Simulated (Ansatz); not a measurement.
# Run report: GaAs, single-point calculation (part 2 of 2)

Continued. System: GaAs (slab, 16 atoms in the cell). Method: DFT PBE+D3(BJ), scalar-relativistic, plane waves, PAW, no spin polarisation (Ansatz 0.2.0); cutoff 420 eV, 2×2×1 k-mesh, Gaussian smearing of 0.05 eV. The structure derives from an entry of the Crystallography Open Database. It belongs to a series of runs on one base structure; here: the slab at its places in the relaxed adsorbed structure.

Geometry of the input (Å; fractional positions):
```
8.0267  0.0000  0.0000
-4.0134  6.9513  0.0000
0.0000  0.0000  22.0961
As 0.5000  0.0000  0.3621
As 0.5000  0.5000  0.3621
As 0.0000  0.0000  0.3621
As 0.0000  0.5000  0.3621
Ga 0.1667  0.8333  0.3991
Ga 0.1667  0.3333  0.3991
Ga 0.6667  0.8333  0.3991
Ga 0.6667  0.3333  0.3991
As 0.6677  0.8332  0.5211
As 0.6694  0.3315  0.5209
As 0.1679  0.8329  0.5209
As 0.1675  0.3331  0.5210
Ga 0.3345  0.6662  0.5463
Ga 0.3358  0.1673  0.5451
Ga 0.8337  0.6650  0.5451
Ga 0.8353  0.1655  0.5476
```

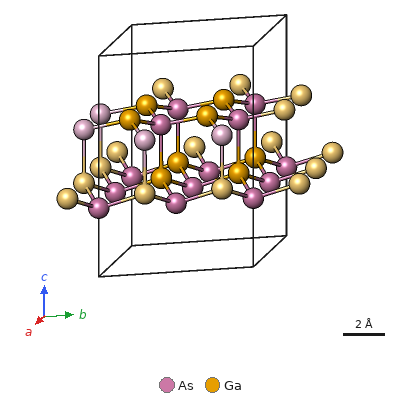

*The input geometry (ball-and-stick view of the cell of the calculation, with the vacuum cut short, seen slightly off an axis; neighbours outside the cell are drawn fainter). An atom can appear more than once, as a periodic image.*

**Output, continued**
```
  k-point 1: bands = ["-36.5856", "-36.5850", "-36.5847", "-36.5839", "-36.5836", "-36.5827", "-36.5768", "-36.5761", "-36.5755", "-36.5702", "-36.5700", "-36.5698", "-36.5689", "-36.5687", "-36.5686", "-36.5681", "-36.5673", "-36.5602", "-36.5537", "-36.5526", "-35.2706", "-35.2704", "-35.2628", "-35.2626", "-35.2572", "-35.2572", "-35.2566", "-35.2566", "-35.2494", "-35.2491", "-35.2454", "-35.2411", "-35.2407", "-35.2368", "-35.2351", "-35.2349", "-35.2344", "-35.2343", "-35.2308", "-35.2301", "-16.4237", "-16.4206", "-16.4135", "-16.4105", "-16.3477", "-16.3473", "-16.3409", "-16.3404", "-16.3237", "-16.3227", "-16.3216", "-16.3206", "-16.2809", "-16.2805", "-16.2765", "-16.2756", "-16.2556", "-16.2549", "-16.2434", "-16.2424", "-15.1802", "-15.1785", "-15.1705", "-15.1703", "-15.1379", "-15.1363", "-15.1248", "-15.1236", "-15.1078", "-15.1063", "-15.1045", "-15.1020", "-15.0482", "-15.0470", "-15.0465", "-15.0448", "-15.0261", "-15.0239", "-15.0170", "-15.0157", "-12.8766", "-12.8644", "-12.0395", "-12.0260", "-11.1898", "-11.1862", "-10.3829", "-10.3798", "-7.7109", "-7.6975", "-6.3506", "-6.3451", "-6.2427", "-6.2281", "-5.1757", "-5.1655", "-4.8327", "-4.8238", "-3.5778", "-3.5722", "-3.2975", "-3.2810", "-3.2232", "-3.2220", "-3.1324", "-3.1209", "-1.7127", "-1.6995", "-1.3971", "-1.3933", "-1.1107", "-1.1051", "-0.1356", "-0.0975", "0.3170", "0.3355", "0.9838", "0.9857", "2.2751", "2.2836", "2.2876", "2.2988", "3.1806", "3.1874", "3.2152", "3.2341", "3.6853", "3.6954", "3.7508", "3.7636", "4.2186", "4.2303", "4.2515", "4.2631", "4.4654"]
  k-point 2: bands = ["-36.5855", "-36.5850", "-36.5848", "-36.5838", "-36.5838", "-36.5826", "-36.5768", "-36.5763", "-36.5754", "-36.5701", "-36.5701", "-36.5698", "-36.5689", "-36.5688", "-36.5685", "-36.5681", "-36.5673", "-36.5602", "-36.5537", "-36.5526", "-35.2706", "-35.2704", "-35.2628", "-35.2626", "-35.2572", "-35.2572", "-35.2566", "-35.2566", "-35.2494", "-35.2491", "-35.2454", "-35.2411", "-35.2407", "-35.2368", "-35.2351", "-35.2349", "-35.2344", "-35.2343", "-35.2308", "-35.2301", "-16.4238", "-16.4207", "-16.4133", "-16.4106", "-16.3477", "-16.3473", "-16.3412", "-16.3402", "-16.3237", "-16.3228", "-16.3216", "-16.3204", "-16.2810", "-16.2805", "-16.2767", "-16.2752", "-16.2560", "-16.2547", "-16.2436", "-16.2422", "-15.1799", "-15.1788", "-15.1705", "-15.1704", "-15.1376", "-15.1365", "-15.1247", "-15.1238", "-15.1077", "-15.1064", "-15.1043", "-15.1021", "-15.0481", "-15.0469", "-15.0466", "-15.0450", "-15.0258", "-15.0242", "-15.0169", "-15.0159", "-12.8762", "-12.8647", "-12.0383", "-12.0274", "-11.1895", "-11.1865", "-10.3826", "-10.3800", "-7.7110", "-7.6959", "-6.3502", "-6.3461", "-6.2426", "-6.2299", "-5.1751", "-5.1651", "-4.8329", "-4.8237", "-3.5779", "-3.5720", "-3.2971", "-3.2840", "-3.2231", "-3.2218", "-3.1323", "-3.1199", "-1.7125", "-1.6996", "-1.3968", "-1.3935", "-1.1094", "-1.1042", "-0.1329", "-0.0974", "0.3186", "0.3328", "0.9829", "0.9873", "2.2723", "2.2801", "2.2857", "2.2954", "3.1818", "3.1878", "3.2154", "3.2378", "3.6875", "3.6988", "3.7545", "3.7650", "4.2162", "4.2308", "4.2528", "4.2599", "4.4661"]
  k-point 3: bands = ["-36.5855", "-36.5851", "-36.5847", "-36.5840", "-36.5838", "-36.5825", "-36.5768", "-36.5762", "-36.5755", "-36.5701", "-36.5701", "-36.5698", "-36.5689", "-36.5687", "-36.5686", "-36.5681", "-36.5673", "-36.5602", "-36.5537", "-36.5526", "-35.2706", "-35.2704", "-35.2628", "-35.2626", "-35.2575", "-35.2573", "-35.2566", "-35.2564", "-35.2494", "-35.2491", "-35.2454", "-35.2411", "-35.2407", "-35.2368", "-35.2351", "-35.2350", "-35.2344", "-35.2343", "-35.2308", "-35.2300", "-16.4251", "-16.4187", "-16.4132", "-16.4114", "-16.3491", "-16.3456", "-16.3412", "-16.3402", "-16.3231", "-16.3223", "-16.3221", "-16.3212", "-16.2814", "-16.2793", "-16.2777", "-16.2753", "-16.2568", "-16.2534", "-16.2433", "-16.2428", "-15.1804", "-15.1785", "-15.1706", "-15.1701", "-15.1380", "-15.1364", "-15.1247", "-15.1233", "-15.1078", "-15.1063", "-15.1048", "-15.1019", "-15.0483", "-15.0469", "-15.0464", "-15.0448", "-15.0263", "-15.0238", "-15.0171", "-15.0157", "-12.8777", "-12.8637", "-12.0329", "-12.0317", "-11.1914", "-11.1844", "-10.3852", "-10.3778", "-7.7086", "-7.7031", "-6.3509", "-6.3426", "-6.2522", "-6.2141", "-5.1888", "-5.1561", "-4.8373", "-4.8204", "-3.5803", "-3.5701", "-3.2929", "-3.2749", "-3.2235", "-3.2219", "-3.1319", "-3.1257", "-1.7213", "-1.6908", "-1.3988", "-1.3915", "-1.1192", "-1.1043", "-0.1611", "-0.0777", "0.2993", "0.3537", "0.9772", "0.9922", "2.2753", "2.2827", "2.2990", "2.3296", "3.1707", "3.1801", "3.2114", "3.2324", "3.6675", "3.6955", "3.7286", "3.7711", "4.2011", "4.2411", "4.2509", "4.2780", "4.4634"]
```

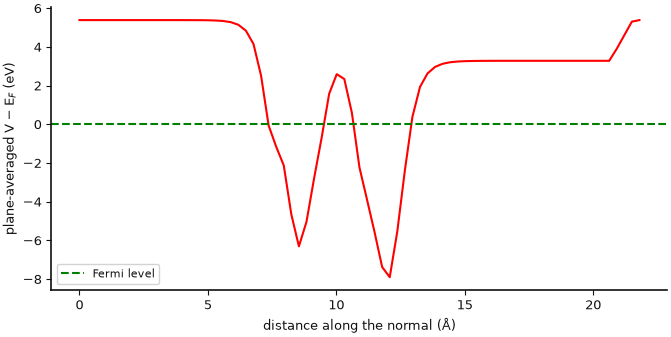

*Plane average of the electrostatic potential energy of an electron across the cell, from the Fermi level.*

The vacuum level lies 3.28 eV above the Fermi level on the upper side and 5.39 eV on the lower.

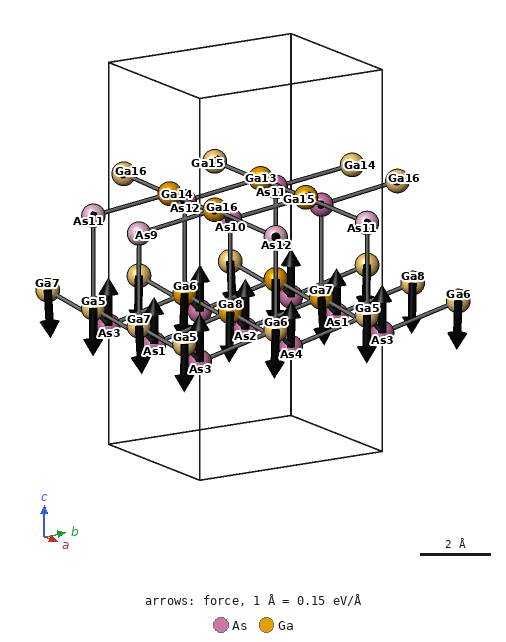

*Forces on the atoms as black arrows (ball-and-stick view of the cell of the calculation, with the vacuum cut short, seen slightly off an axis; neighbours outside the cell are drawn fainter; atoms are numbered from 1 in the order of the input); the smallest are left out.*

The largest act on Ga8 (0.22 eV/Å); As2 (0.22 eV/Å); Ga6 (0.22 eV/Å); Ga7 (0.21 eV/Å), among others. The geometry is not a stationary point of this energy.

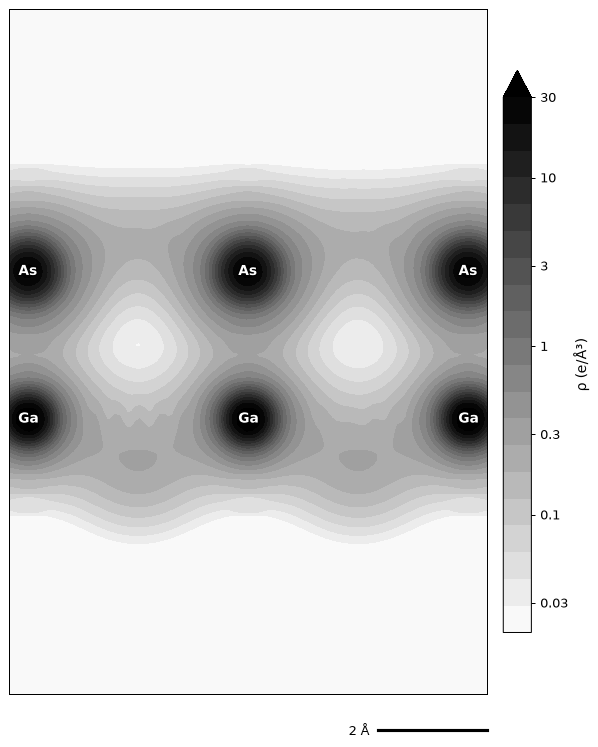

*Valence pseudo-density on the (100) plane of the calculation cell, a cut from vacuum to vacuum.*

The section cuts through Ga and As sites. Ga–As (2.69 Å): ρ at the midpoint is about 0.34 e/Å³, with its minimum of 0.25 e/Å³ about 1.1 Å from Ga. The density dies away to nearly zero in the vacuum. Core electrons are frozen (PAW), so the fields are smoothed inside the atomic spheres.

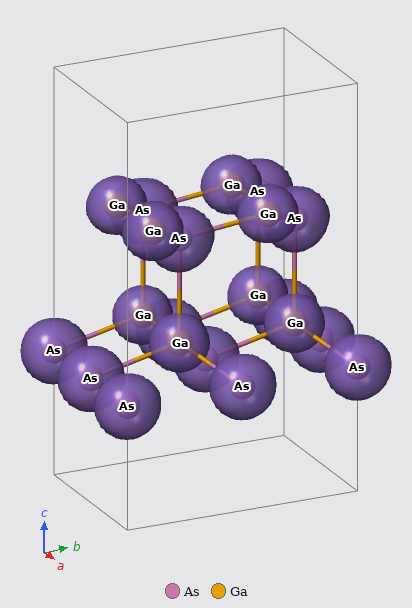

*Isosurface of the valence charge density (pseudo) at 0.8 e/Å³ (purple), seen slightly off an axis. Sticks mark near contacts.*

At this value the density breaks into separate islands; it holds about 75 % of the electrons treated as valence (semicore included). It is pinched off along the Ga–As (2.38 Å), Ga–As (2.46 Å) and Ga–As (2.69 Å) contacts. On the grid the lowest density along these lines, outside the cores, is 0.53 e/Å³ (Ga–As, 2.38 Å), 0.47 e/Å³ (Ga–As, 2.46 Å) and 0.25 e/Å³ (Ga–As, 2.69 Å).

**Key numbers**

| quantity | value |
| --- | --- |
| outcome | converged |
| electrons treated | 224 |
| free energy | −69115.8057 eV |
| work function, top face | 3.28 eV |
| work function, bottom face | 5.39 eV |
| Fermi energy | −0.585 eV |
| gap on the k-point mesh | none (metallic) |
| work function (upper face) | 3.28 eV |
| largest force (length of the vector) | 0.221 eV/Å |
| hardware | 4 threads of Intel Xeon (Sapphire Rapids), 32 GiB of memory available, shared host |
| wall time | 8.1 s (CPU time 31 s) |
| peak memory | 3.3 GiB |
